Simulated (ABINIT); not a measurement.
## Geometry relaxation of MnS (part 3 of 3)

The same run, continued: MnS (2 atoms in the cell); Kohn-Sham DFT of a periodic cell, LDA, PseudoDojo NC SR LDA v0.4.1 standard, spin-polarised (ABINIT 10.8.3); cutoff 1306.15 eV, 7×7×7 k-mesh, fermi-dirac of 0.05 eV, collinear spins. The structure derives from an entry of the Crystallography Open Database.

Geometry of the input (Å; fractional positions):
```
0.0000  2.6045  2.6045
2.6045  0.0000  2.6045
2.6045  2.6045  0.0000
Mn 0.0000  0.0000  0.0000
S  0.5000  0.5000  0.5000
```

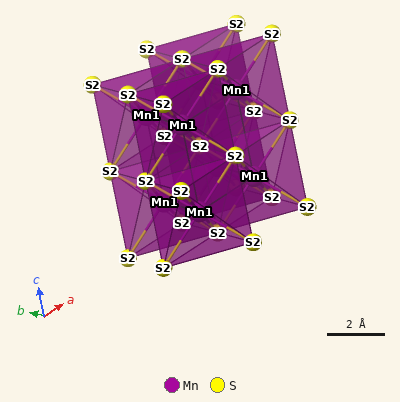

**Figure 1.** The geometry at step 3 of the log (polyhedral view of the cell of the calculation, seen slightly off an axis; polyhedra are completed across the faces of the cell; atoms are numbered from 1 in the order of the input).

Output, continued
```
 Cartesian coordinates (xcart) [bohr]
  0.00000000000000E+00  0.00000000000000E+00  0.00000000000000E+00
  4.51783787183307E+00  4.51783787183307E+00  4.51783787183307E+00
 Reduced coordinates (xred)
  0.00000000000000E+00  0.00000000000000E+00  0.00000000000000E+00
  5.00000000000000E-01  5.00000000000000E-01  5.00000000000000E-01
 Cartesian forces (fcart) [Ha/bohr]; max,rms= 0.00000E+00 0.00000E+00 (free atoms)
 -0.00000000000000E+00 -0.00000000000000E+00 -0.00000000000000E+00
 -0.00000000000000E+00 -0.00000000000000E+00 -0.00000000000000E+00
 Gradient of E wrt nuclear positions in reduced coordinates (gred)
  0.00000000000000E+00  0.00000000000000E+00  0.00000000000000E+00
  0.00000000000000E+00  0.00000000000000E+00  0.00000000000000E+00
 Scale of Primitive Cell (acell) [bohr]
  6.38918759094913E+00  6.38918759094913E+00  6.38918759094913E+00
 Real space primitive translations (rprimd) [bohr]
  0.00000000000000E+00  4.51783787183307E+00  4.51783787183307E+00
  4.51783787183307E+00  0.00000000000000E+00  4.51783787183307E+00
  4.51783787183307E+00  4.51783787183307E+00  0.00000000000000E+00
 Unitary Cell Volume (ucvol) [Bohr^3]=  1.84425903900503E+02
 Angles (23,13,12)= [degrees]
  6.00000000000000E+01  6.00000000000000E+01  6.00000000000000E+01
 Lengths [Bohr]
  6.38918759094913E+00  6.38918759094913E+00  6.38918759094913E+00
 Stress tensor in cartesian coordinates (strten) [Ha/bohr^3]
  9.90760353651240E-06  0.00000000000000E+00  0.00000000000000E+00
  0.00000000000000E+00  9.90760353652281E-06  0.00000000000000E+00
  0.00000000000000E+00  0.00000000000000E+00  9.90760353652975E-06
 Total energy (etotal) [Ha]= -1.19889107075088E+02

 Difference of energy with previous step (new-old):
           Absolute (Ha)=-5.60420E-04
           Relative     =-4.67450E-06

--- Iteration: ( 5/50) Internal Cycle: (1/1)
--------------------------------------------------------------------------------

---SELF-CONSISTENT-FIELD CONVERGENCE--------------------------------------------

--- !BeginCycle
iteration_state: {dtset: 1, itime: 5, icycle: 1, }
solver: {iscf: 7, nstep: 80, nline: 4, wfoptalg: 0, }
tolerances: {tolvrs: 1.00E-12, }
...

     iter   Etot(hartree)      deltaE(h)  residm     vres2   difmagsph maxmagsph
 ETOT  1  -119.87920745908    -1.199E+02 3.256E-05 2.025E+02 3.044E+00 3.044E+00
 ETOT  2  -119.84260866515     3.660E-02 4.150E-05 9.110E+02 3.225E-02 3.012E+00
 ETOT  3  -119.88907309962    -4.646E-02 6.631E-04 2.306E-01 2.928E-02 3.041E+00
 ETOT  4  -119.88909960359    -2.650E-05 1.842E-05 2.369E-02 4.462E-04 3.041E+00
 ETOT  5  -119.88910180792    -2.204E-06 2.146E-06 8.994E-04 9.002E-04 3.042E+00
 ETOT  6  -119.88910186553    -5.760E-08 4.352E-07 2.448E-05 4.716E-04 3.042E+00
 ETOT  7  -119.88910187052    -4.993E-09 6.702E-08 3.364E-06 2.698E-04 3.043E+00
 ETOT  8  -119.88910187094    -4.240E-10 1.199E-08 2.561E-07 8.150E-05 3.043E+00
 ETOT  9  -119.88910187095    -8.711E-12 2.464E-09 6.105E-09 3.238E-06 3.043E+00
 ETOT 10  -119.88910187095     2.714E-12 4.064E-10 6.069E-10 8.810E-07 3.043E+00
 ETOT 11  -119.88910187095     3.553E-13 1.903E-10 6.701E-12 1.534E-07 3.043E+00
 ETOT 12  -119.88910187095    -2.274E-13 2.997E-11 5.714E-14 1.081E-08 3.043E+00

 At SCF step   12       vres2   =  5.71E-14 < tolvrs=  1.00E-12 =>converged.

 Cartesian components of stress tensor (hartree/bohr^3)
  sigma(1 1)= -1.92044410E-05  sigma(3 2)=  0.00000000E+00
  sigma(2 2)= -1.92044410E-05  sigma(3 1)=  0.00000000E+00
  sigma(3 3)= -1.92044410E-05  sigma(2 1)=  0.00000000E+00

--- !ResultsGS
iteration_state: {dtset: 1, itime: 5, icycle: 1, }
comment   : Summary of ground state results
lattice_vectors:
- [  0.0000000,   4.5082939,   4.5082939, ]
- [  4.5082939,   0.0000000,   4.5082939, ]
- [  4.5082939,   4.5082939,   0.0000000, ]
lattice_lengths: [   6.37569,    6.37569,    6.37569, ]
lattice_angles: [ 60.000,  60.000,  60.000, ] # degrees, (23, 13, 12)
lattice_volume:   1.8325957E+02
convergence: {deltae: -2.274E-13, res2:  5.714E-14, residm:  2.997E-11, diffor: null, }
etotal    :  -1.19889102E+02
entropy   :   0.00000000E+00
fermie    :   3.87232242E-01
cartesian_stress_tensor: # hartree/bohr^3
- [ -1.92044410E-05,   0.00000000E+00,   0.00000000E+00, ]
- [  0.00000000E+00,  -1.92044410E-05,   0.00000000E+00, ]
- [  0.00000000E+00,   0.00000000E+00,  -1.92044410E-05, ]
pressure_GPa:   5.6501E-01
xred      :
- [  0.0000E+00,   0.0000E+00,   0.0000E+00, Mn]
- [  5.0000E-01,   5.0000E-01,   5.0000E-01,  S]
cartesian_forces: # hartree/bohr
- [ -0.00000000E+00,  -0.00000000E+00,  -0.00000000E+00, ]
- [ -0.00000000E+00,  -0.00000000E+00,  -0.00000000E+00, ]
force_length_stats: {min:   0.00000000E+00, max:   0.00000000E+00, mean:   0.00000000E+00, }
...

 Integrated electronic and magnetization densities in atomic spheres:
 ------------------------------------------------------------------------------------------------------------
 Radius=ratsph(iatom), smearing ratsm=  0.0000. Diff(up-dn)=approximate z local magnetic moment.
    Atom    Radius    up_density   dn_density  Total(up+dn)  Diff(up-dn)
    1 Mn   2.00000     8.005334     4.962709     12.968043     3.042625
    2  S   2.00000     2.035729     1.970524      4.006253     0.065205
 ------------------------------------------------------------------------------------------------------------
  Sum:                10.041063     6.933233     16.974296     3.107830
 Total magnetization (from the atomic spheres):                3.107830
 Total magnetization (exact up - dn):                          3.417491

---OUTPUT-----------------------------------------------------------------------

 Cartesian coordinates (xcart) [bohr]
  0.00000000000000E+00  0.00000000000000E+00  0.00000000000000E+00
  4.50829390229742E+00  4.50829390229742E+00  4.50829390229742E+00
 Reduced coordinates (xred)
  0.00000000000000E+00  0.00000000000000E+00  0.00000000000000E+00
  5.00000000000000E-01  5.00000000000000E-01  5.00000000000000E-01
 Cartesian forces (fcart) [Ha/bohr]; max,rms= 0.00000E+00 0.00000E+00 (free atoms)
 -0.00000000000000E+00 -0.00000000000000E+00 -0.00000000000000E+00
 -0.00000000000000E+00 -0.00000000000000E+00 -0.00000000000000E+00
 Gradient of E wrt nuclear positions in reduced coordinates (gred)
  0.00000000000000E+00  0.00000000000000E+00  0.00000000000000E+00
  0.00000000000000E+00  0.00000000000000E+00  0.00000000000000E+00
 Scale of Primitive Cell (acell) [bohr]
  6.37569037979293E+00  6.37569037979293E+00  6.37569037979293E+00
 Real space primitive translations (rprimd) [bohr]
  0.00000000000000E+00  4.50829390229742E+00  4.50829390229742E+00
  4.50829390229742E+00  0.00000000000000E+00  4.50829390229742E+00
  4.50829390229742E+00  4.50829390229742E+00  0.00000000000000E+00
 Unitary Cell Volume (ucvol) [Bohr^3]=  1.83259567568205E+02
 Angles (23,13,12)= [degrees]
  6.00000000000000E+01  6.00000000000000E+01  6.00000000000000E+01
 Lengths [Bohr]
  6.37569037979293E+00  6.37569037979293E+00  6.37569037979293E+00
 Stress tensor in cartesian coordinates (strten) [Ha/bohr^3]
 -1.92044410003700E-05  0.00000000000000E+00  0.00000000000000E+00
  0.00000000000000E+00 -1.92044410003579E-05  0.00000000000000E+00
  0.00000000000000E+00  0.00000000000000E+00 -1.92044410003752E-05
 Total energy (etotal) [Ha]= -1.19889101870949E+02

 Difference of energy with previous step (new-old):
           Absolute (Ha)= 5.20414E-06
           Relative     = 4.34079E-08

--- Iteration: ( 6/50) Internal Cycle: (1/1)
--------------------------------------------------------------------------------

---SELF-CONSISTENT-FIELD CONVERGENCE--------------------------------------------

--- !BeginCycle
iteration_state: {dtset: 1, itime: 6, icycle: 1, }
solver: {iscf: 7, nstep: 80, nline: 4, wfoptalg: 0, }
tolerances: {tolvrs: 1.00E-12, }
...

     iter   Etot(hartree)      deltaE(h)  residm     vres2   difmagsph maxmagsph
 ETOT  1  -119.88497763399    -1.199E+02 9.634E-07 8.500E+01 3.049E+00 3.049E+00
 ETOT  2  -119.86759996850     1.738E-02 1.630E-05 4.147E+02 1.142E-02 3.047E+00
 ETOT  3  -119.88908306125    -2.148E-02 2.880E-04 4.297E-01 1.062E-02 3.050E+00
 ETOT  4  -119.88910894325    -2.588E-05 4.234E-06 3.221E-03 1.458E-04 3.050E+00
 ETOT  5  -119.88910910015    -1.569E-07 5.541E-07 3.643E-05 8.642E-06 3.050E+00
 ETOT  6  -119.88910910142    -1.268E-09 7.065E-08 1.312E-05 2.263E-05 3.050E+00
 ETOT  7  -119.88910910217    -7.507E-10 1.412E-08 4.041E-07 6.824E-06 3.050E+00
 ETOT  8  -119.88910910219    -1.995E-11 1.943E-09 7.128E-09 3.753E-06 3.050E+00
 ETOT  9  -119.88910910219     3.652E-12 4.791E-10 1.008E-10 2.519E-06 3.050E+00
 ETOT 10  -119.88910910220    -8.455E-12 5.925E-11 2.170E-11 5.138E-07 3.050E+00
 ETOT 11  -119.88910910219     5.741E-12 1.688E-11 6.745E-13 1.818E-07 3.050E+00

 At SCF step   11       vres2   =  6.75E-13 < tolvrs=  1.00E-12 =>converged.

 Cartesian components of stress tensor (hartree/bohr^3)
  sigma(1 1)=  1.65436340E-07  sigma(3 2)=  0.00000000E+00
  sigma(2 2)=  1.65436340E-07  sigma(3 1)=  0.00000000E+00
  sigma(3 3)=  1.65436340E-07  sigma(2 1)=  0.00000000E+00

--- !ResultsGS
iteration_state: {dtset: 1, itime: 6, icycle: 1, }
comment   : Summary of ground state results
lattice_vectors:
- [  0.0000000,   4.5145762,   4.5145762, ]
- [  4.5145762,   0.0000000,   4.5145762, ]
- [  4.5145762,   4.5145762,   0.0000000, ]
lattice_lengths: [   6.38457,    6.38457,    6.38457, ]
lattice_angles: [ 60.000,  60.000,  60.000, ] # degrees, (23, 13, 12)
lattice_volume:   1.8402675E+02
convergence: {deltae:  5.741E-12, res2:  6.745E-13, residm:  1.688E-11, diffor: null, }
etotal    :  -1.19889109E+02
entropy   :   0.00000000E+00
fermie    :   3.85276900E-01
cartesian_stress_tensor: # hartree/bohr^3
- [  1.65436340E-07,   0.00000000E+00,   0.00000000E+00, ]
- [  0.00000000E+00,   1.65436340E-07,   0.00000000E+00, ]
- [  0.00000000E+00,   0.00000000E+00,   1.65436340E-07, ]
pressure_GPa:  -4.8673E-03
xred      :
- [  0.0000E+00,   0.0000E+00,   0.0000E+00, Mn]
- [  5.0000E-01,   5.0000E-01,   5.0000E-01,  S]
cartesian_forces: # hartree/bohr
- [ -0.00000000E+00,  -0.00000000E+00,  -0.00000000E+00, ]
- [ -0.00000000E+00,  -0.00000000E+00,  -0.00000000E+00, ]
force_length_stats: {min:   0.00000000E+00, max:   0.00000000E+00, mean:   0.00000000E+00, }
...

 Integrated electronic and magnetization densities in atomic spheres:
 ------------------------------------------------------------------------------------------------------------
 Radius=ratsph(iatom), smearing ratsm=  0.0000. Diff(up-dn)=approximate z local magnetic moment.
    Atom    Radius    up_density   dn_density  Total(up+dn)  Diff(up-dn)
    1 Mn   2.00000     8.010500     4.960971     12.971471     3.049529
    2  S   2.00000     2.038331     1.974622      4.012953     0.063710
 ------------------------------------------------------------------------------------------------------------
  Sum:                10.048831     6.935593     16.984424     3.113239
 Total magnetization (from the atomic spheres):                3.113239
 Total magnetization (exact up - dn):                          3.421527

---OUTPUT-----------------------------------------------------------------------

 Cartesian coordinates (xcart) [bohr]
  0.00000000000000E+00  0.00000000000000E+00  0.00000000000000E+00
  4.51457619771638E+00  4.51457619771638E+00  4.51457619771638E+00
 Reduced coordinates (xred)
  0.00000000000000E+00  0.00000000000000E+00  0.00000000000000E+00
  5.00000000000000E-01  5.00000000000000E-01  5.00000000000000E-01
 Cartesian forces (fcart) [Ha/bohr]; max,rms= 0.00000E+00 0.00000E+00 (free atoms)
 -0.00000000000000E+00 -0.00000000000000E+00 -0.00000000000000E+00
 -0.00000000000000E+00 -0.00000000000000E+00 -0.00000000000000E+00
 Gradient of E wrt nuclear positions in reduced coordinates (gred)
  0.00000000000000E+00  0.00000000000000E+00  0.00000000000000E+00
  0.00000000000000E+00  0.00000000000000E+00  0.00000000000000E+00
 Scale of Primitive Cell (acell) [bohr]
  6.38457488717726E+00  6.38457488717726E+00  6.38457488717726E+00
 Real space primitive translations (rprimd) [bohr]
  0.00000000000000E+00  4.51457619771638E+00  4.51457619771638E+00
  4.51457619771638E+00  0.00000000000000E+00  4.51457619771638E+00
  4.51457619771638E+00  4.51457619771638E+00  0.00000000000000E+00
 Unitary Cell Volume (ucvol) [Bohr^3]=  1.84026750785996E+02
 Angles (23,13,12)= [degrees]
  6.00000000000000E+01  6.00000000000000E+01  6.00000000000000E+01
 Lengths [Bohr]
  6.38457488717726E+00  6.38457488717726E+00  6.38457488717726E+00
 Stress tensor in cartesian coordinates (strten) [Ha/bohr^3]
  1.65436340017824E-07  0.00000000000000E+00  0.00000000000000E+00
  0.00000000000000E+00  1.65436340017824E-07  0.00000000000000E+00
  0.00000000000000E+00  0.00000000000000E+00  1.65436340017824E-07
 Total energy (etotal) [Ha]= -1.19889109102190E+02

 Difference of energy with previous step (new-old):
           Absolute (Ha)=-7.23124E-06
           Relative     =-6.03161E-08

 At Broyd/MD step   6, gradients are converged :
  max grad (force/stress) = 1.6544E-05 < tolmxf= 2.0000E-05 ha/bohr (free atoms)

================================================================================

 ----iterations are completed or convergence reached----

 Mean square residual over all n,k,spin=   73.208E-15; max=  16.877E-12
 reduced coordinates (array xred) for    2 atoms
       0.000000000000      0.000000000000      0.000000000000
       0.500000000000      0.500000000000      0.500000000000
 rms dE/dt=  0.0000E+00; max dE/dt=  0.0000E+00; dE/dt below (all hartree)
    1       0.000000000000      0.000000000000      0.000000000000
    2       0.000000000000      0.000000000000      0.000000000000

 cartesian coordinates (angstrom) at end:
    1      0.00000000000000     0.00000000000000     0.00000000000000
    2      2.38901083909589     2.38901083909589     2.38901083909589

 cartesian forces (hartree/bohr) at end:
    1     -0.00000000000000    -0.00000000000000    -0.00000000000000
    2     -0.00000000000000    -0.00000000000000    -0.00000000000000
 frms,max,avg= 0.0000000E+00 0.0000000E+00   0.000E+00  0.000E+00  0.000E+00 h/b

 cartesian forces (eV/Angstrom) at end:
    1     -0.00000000000000    -0.00000000000000    -0.00000000000000
    2     -0.00000000000000    -0.00000000000000    -0.00000000000000
 frms,max,avg= 0.0000000E+00 0.0000000E+00   0.000E+00  0.000E+00  0.000E+00 e/A
 length scales=  6.384574887177  6.384574887177  6.384574887177 bohr
              =  3.378571529306  3.378571529306  3.378571529306 angstroms
 Fermi (or HOMO) energy (hartree) =   0.38528   Average Vxc (hartree)=  -0.46040
 Magnetization (Bohr magneton)=  3.42152664E+00
 Total spin up =  1.22107633E+01   Total spin down =  8.78923668E+00
 Eigenvalues (hartree) for nkpt=  20  k points, SPIN UP:
 kpt#   1, nband= 16, wtk=  0.00292, kpt=  0.0000  0.0000  0.0000 (reduced coord)
  -2.56553   -1.43421   -1.43421   -1.43421   -0.21678    0.26833    0.26833    0.26833
   0.27296    0.27296    0.31058    0.31058    0.31058    0.53781    0.72864    0.72864
      occupation numbers for kpt#   1
   1.00000    1.00000    1.00000    1.00000    1.00000    1.00000    1.00000    1.00000
   1.00000    1.00000    1.00000    1.00000    1.00000    0.00000    0.00000    0.00000
 prteigrs : prtvol=0 or 1, do not print more k-points.

 Eigenvalues (hartree) for nkpt=  20  k points, SPIN DOWN:
 kpt#   1, nband= 16, wtk=  0.00292, kpt=  0.0000  0.0000  0.0000 (reduced coord)
  -2.45347   -1.31798   -1.31798   -1.31798   -0.20728    0.31803    0.31803    0.31803
   0.35829    0.35829    0.35829    0.36243    0.36243    0.55714    0.76621    0.76621
      occupation numbers for kpt#   1
   1.00000    1.00000    1.00000    1.00000    1.00000    1.00000    1.00000    1.00000
   1.00000    1.00000    1.00000    1.00000    1.00000    0.00000    0.00000    0.00000
 prteigrs : prtvol=0 or 1, do not print more k-points.

--- !EnergyTerms
iteration_state     : {dtset: 1, itime: 6, icycle: 1, }
comment             : Components of total free energy in Hartree
kinetic             :  5.25542264859828E+01
hartree             :  3.26313694121823E+01
xc                  : -2.14065101233826E+01
Ewald energy        : -7.71279993746016E+01
psp_core            :  2.85088850210686E+00
local_psp           : -1.03165313231866E+02
non_local_psp       : -6.22530693733241E+00
internal            : -1.19888645266910E+02
'-kT*entropy'       : -4.63835279424810E-04
total_energy        : -1.19889109102190E+02
total_energy_eV     : -3.26234885446625E+03
band_energy         : -1.08757879436969E+01
...

 Cartesian components of stress tensor (hartree/bohr^3)
  sigma(1 1)=  1.65436340E-07  sigma(3 2)=  0.00000000E+00
  sigma(2 2)=  1.65436340E-07  sigma(3 1)=  0.00000000E+00
  sigma(3 3)=  1.65436340E-07  sigma(2 1)=  0.00000000E+00

-Cartesian components of stress tensor (GPa)         [Pressure= -4.8673E-03 GPa]
- sigma(1 1)=  4.86730517E-03  sigma(3 2)=  0.00000000E+00
- sigma(2 2)=  4.86730517E-03  sigma(3 1)=  0.00000000E+00
- sigma(3 3)=  4.86730517E-03  sigma(2 1)=  0.00000000E+00

== END DATASET(S) ==============================================================
================================================================================

 -outvars: echo values of variables after computation  --------
            acell      6.3845748872E+00  6.3845748872E+00  6.3845748872E+00 Bohr
           etotal     -1.1988910910E+02
            fcart     -0.0000000000E+00 -0.0000000000E+00 -0.0000000000E+00
                      -0.0000000000E+00 -0.0000000000E+00 -0.0000000000E+00
            rprim      0.0000000000E+00  7.0710678119E-01  7.0710678119E-01
                       7.0710678119E-01  0.0000000000E+00  7.0710678119E-01
                       7.0710678119E-01  7.0710678119E-01  0.0000000000E+00
           strten      1.6543634002E-07  1.6543634002E-07  1.6543634002E-07
                       0.0000000000E+00  0.0000000000E+00  0.0000000000E+00
           xangst      0.0000000000E+00  0.0000000000E+00  0.0000000000E+00
                       2.3890108391E+00  2.3890108391E+00  2.3890108391E+00
             xred      0.0000000000E+00  0.0000000000E+00  0.0000000000E+00
                       5.0000000000E-01  5.0000000000E-01  5.0000000000E-01
 Calculation completed.
```

Trajectory as extended XYZ (Å, eV, eV/Å), 6 frames, from step=0 to step=5
```
2
Lattice="0.0000 2.6045 2.6045 2.6045 0.0000 2.6045 2.6045 2.6045 0.0000" Properties=species:S:1:pos:R:3:forces:R:3 step=0 energy=-3262.03565
Mn    0.0000    0.0000    0.0000    0.0000   0.0000   0.0000
S     2.6045    2.6045    2.6045    0.0000   0.0000   0.0000
2
Lattice="0.0000 2.5746 2.5746 2.5746 0.0000 2.5746 2.5746 2.5746 0.0000" Properties=species:S:1:pos:R:3:forces:R:3 step=1 energy=-3262.11454
Mn    0.0000    0.0000    0.0000    0.0000   0.0000   0.0000
S     2.5746    2.5746    2.5746    0.0000   0.0000   0.0000
2
Lattice="0.0000 2.4265 2.4265 2.4265 0.0000 2.4265 2.4265 2.4265 0.0000" Properties=species:S:1:pos:R:3:forces:R:3 step=2 energy=-3262.33355
Mn    0.0000    0.0000    0.0000    0.0000   0.0000   0.0000
S     2.4265    2.4265    2.4265    0.0000   0.0000   0.0000
2
Lattice="0.0000 2.3907 2.3907 2.3907 0.0000 2.3907 2.3907 2.3907 0.0000" Properties=species:S:1:pos:R:3:forces:R:3 step=3 energy=-3262.34880
Mn    0.0000    0.0000    0.0000    0.0000   0.0000   0.0000
S     2.3907    2.3907    2.3907    0.0000   0.0000   0.0000
2
Lattice="0.0000 2.3857 2.3857 2.3857 0.0000 2.3857 2.3857 2.3857 0.0000" Properties=species:S:1:pos:R:3:forces:R:3 step=4 energy=-3262.34866
Mn    0.0000    0.0000    0.0000    0.0000   0.0000   0.0000
S     2.3857    2.3857    2.3857    0.0000   0.0000   0.0000
2
Lattice="0.0000 2.3890 2.3890 2.3890 0.0000 2.3890 2.3890 2.3890 0.0000" Properties=species:S:1:pos:R:3:forces:R:3 step=5 energy=-3262.34885
Mn    0.0000    0.0000    0.0000    0.0000   0.0000   0.0000
S     2.3890    2.3890    2.3890    0.0000   0.0000   0.0000
```

Results in brief

```json
{"quantity": "outcome", "value": "converged"}
{"quantity": "space group (tolerance 0.01 Å)", "value": "Fm-3m (225)"}
{"quantity": "electrons treated", "value": "21"}
{"quantity": "free energy", "value": "−3262.3489 eV"}
{"quantity": "Fermi energy", "value": "10.484 eV"}
{"quantity": "gap on the k-point mesh", "value": "none (metallic)"}
{"quantity": "net moment of the cell", "value": "3.42 μB"}
{"quantity": "pressure", "value": "0.00 GPa"}
{"quantity": "final volume", "value": "27.27 Å³"}
{"quantity": "largest force (length of the vector) at the end", "value": "under 0.001 eV/Å"}
{"quantity": "final cell", "value": "a = 3.379 Å, b = 3.379 Å, c = 3.379 Å, α = 60.00°, β = 60.00°, γ = 60.00°"}
{"quantity": "hardware", "value": "4 threads of Arm Neoverse V1, 24 GiB of memory available, shared host"}
{"quantity": "wall time", "value": "3.9 min (CPU time 15 min)"}
{"quantity": "peak memory", "value": "0.48 GiB"}
```
